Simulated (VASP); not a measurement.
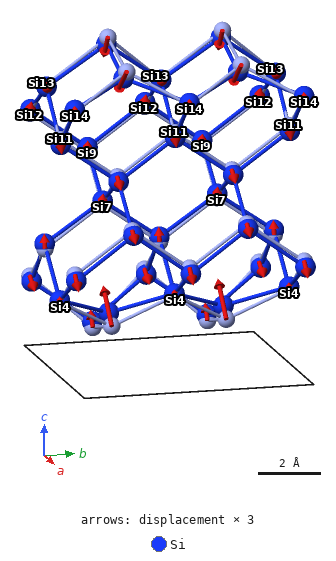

A relaxation of a slab of composition Si. The starting structure is drawn faded, the final one solid; red arrows show the displacements, 3 times their true length.

The picture is a ball-and-stick view of the 1 × 2 repeat of the cell, outlined in the plane, without the vacuum (origin shifted), seen slightly off an axis.

The run lets the atoms move in a fixed cell.

All numbers below come from Kohn-Sham DFT of a periodic cell, PBE, VASP PAW PBE potentials, recommended in VASP 6.6.1.

Input file:
```
SYSTEM = Si
ALGO = Fast
DIPOL = 0.5 0.5 0.500
EDIFF = 1E-6
EDIFFG = -0.01
ENCUT = 520
GGA = PE
IBRION = 2
IDIPOL = 3
ISIF = 2
ISMEAR = 0
ISYM = 0
KPAR = 8
LASPH = .True.
LCHARG = .False.
LDIPOL = .True.
LREAL = .False.
LWAVE = .False.
NELM = 120
NSW = 90
PREC = Accurate
SIGMA = 0.03
```

Launched with:
```bash
cat potpaw_PBE.64/Si/POTCAR > POTCAR
mpirun -np 8 vasp_std > vasp.out
```

**What did the optimiser do to the structure, and how much energy did it gain?**

The largest move relative to the layer's centre is that of a Si atom, 0.52 Å at 45° to the normal (+c side). The cell stays as it was. Some distances before and after: Si–Si 2.653 → 2.404 Å, Si–Si 2.500 → 2.303 Å, Si–Si 2.368 → 2.437 Å, Si–Si 2.368 → 2.414 Å. Bond angles that change, for instance: Si–Si–Si 93.6° → 107.2°, Si–Si–Si 125.8° → 114.3°, Si–Si–Si 90.7° → 80.2°. After 31 geometry steps the energy has fallen by 1.499 eV per cell of the calculation. Largest force component: 1.1 eV/Å at the start, 0.0086 eV/Å at the end.
